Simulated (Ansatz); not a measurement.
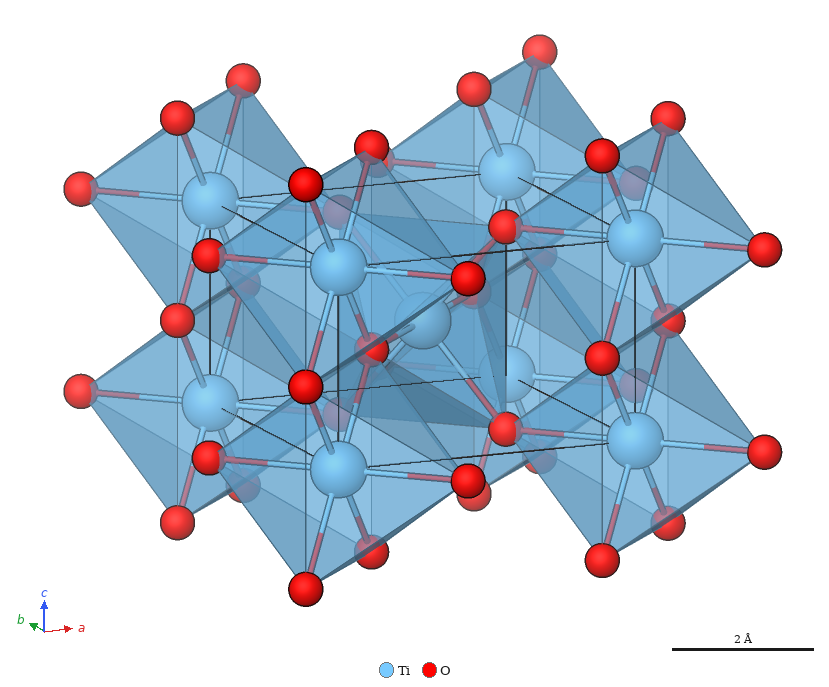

Drawn in the polyhedral manner and seen slightly off an axis. The conventional unit cell is drawn as a box. Some atoms of the next cells are drawn as well.

TiO2, space group P4_2/mnm (No. 136), a = 4.60 Å, b = 4.60 Å, c = 2.95 Å, α = 90.00°, β = 90.00°, γ = 90.00°.

Results below were computed with DFT, r2SCAN, plane waves, PAW (Ansatz); the settings were E_cut = 500 eV, k-points about 0.24 Å⁻¹ apart, Fermi-Dirac smearing of 0.02 eV, no spin polarisation.

> How large a gap does the method give, if there is one?

A semiconductor at this level, with a gap of 2.22 eV, direct.

The initial geometry was a structure listed in the Materials Project. The final geometry of a relaxation with Ansatz 0.2.0, DFT, r2SCAN, plane waves, PAW is shown.
